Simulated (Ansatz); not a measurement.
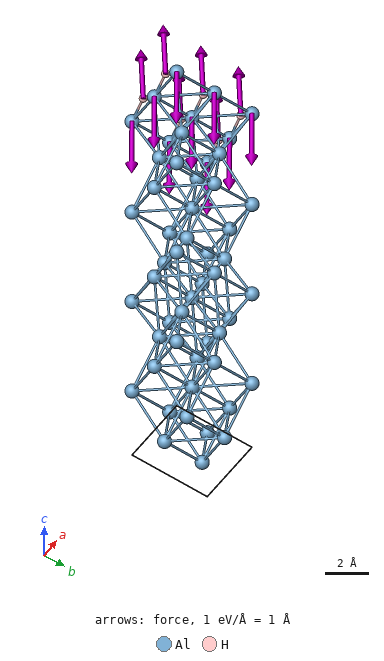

Starting geometry of a slab of composition Al₈H (cut from the P6_3/mmc phase) with the computed forces as purple arrows. The picture is a ball-and-stick view of the 2 × 2 repeat of the cell, outlined in the plane, without the vacuum, seen from a free direction.

Case: H put at a bridge Al-Al site. The slab is the (0 0 1) face of Al with H on it. 4 atoms are held fixed.

The calculation used Ansatz, DFT PBEsol, scalar-relativistic, plane waves, PAW.

Input file:
```yaml
crystal:
  lattice:
    - [2.8362844922, 0.0, 0.0]
    - [-1.4181422461, 2.4562944226, 0.0]
    - [0.0, 0.0, 35.3137615421]
  atoms:
    - { symbol: Al, position: [0.3333333333, 0.6666666667, 0.2406993656] }
    - { symbol: Al, position: [0.0, 0.0, 0.3066945262] }
    - { symbol: Al, position: [0.6666666667, 0.3333333333, 0.3726896867] }
    - { symbol: Al, position: [0.0, 0.0, 0.4386848473] }
    - { symbol: Al, position: [0.3333333333, 0.6666666667, 0.5041562492] }
    - { symbol: Al, position: [0.0, 0.0, 0.5704373706] }
    - { symbol: Al, position: [0.6666666667, 0.3333333333, 0.6367922409] }
    - { symbol: Al, position: [0.0, 0.0, 0.7041304592] }
    - { symbol: H, position: [0.5, 1.0, 0.7199882997] }
basis:
  ecutwfc: 420
kpoints:
  mp_grid: { grid: [12, 12, 1] }
hamiltonian:
  xc: pbesol
scf:
  occupations: { method: gaussian, width: 0.1 }
output:
  forces: true
  eigenvalues: true
  write_density: true
  write_potential: true
  elf: true
  volumetric_format: npy
relax:
  adjacent_minimum: "off"
  f_tol: 0.03
  max_steps: 70
  constraints: [{ sites: [0, 1, 2, 3] }]
efield:
  axis: 3
  dipole_correction: true
  ramp_width: 0.04
```

Launched with:
```bash
ansatz run input.yaml --threads 2 --pin off --max-ram 5120MiB --backend cpu --events-out ev --progress --plain --runs-dir out
```

Is this structure relaxed? If not, where do the atoms go?

Answer. It isn't relaxed: the largest force vector, on Al8, is 2.73 eV/Å. The final displacements follow the starting forces only in part (cosine between the two patterns 0.41). H9 moves most: 0.79 Å at 68° to the normal (+c side). Largest moves by element: H 0.79 Å, Al 0.17 Å. The cell stays as it was. Among the contacts that change: Al8–H9 2.519 → 1.917 Å, Al8–H9 (another image) 1.525 → 1.922 Å, Al7–Al8 2.887 → 2.769 Å, Al5–Al6 2.857 → 2.836 Å. Bond angles that change, for instance: Al8–H9–Al8 136.9° → 95.1°. Over 6 accepted moves (7 points after the start) the energy falls by 0.903 eV per cell of the calculation. The largest force component goes from 2.7 to 0.012 eV/Å. 1 step only repeated the SCF at the same geometry. Cost: 2.3 min on 2 threads of Intel(R) Xeon(R) Processor @ 2.70GHz (shared host), peak memory 0.59 GiB.

Limits of the set-up: the periodic images lie only 2.8 Å apart, so the values are limited by the cell's size.
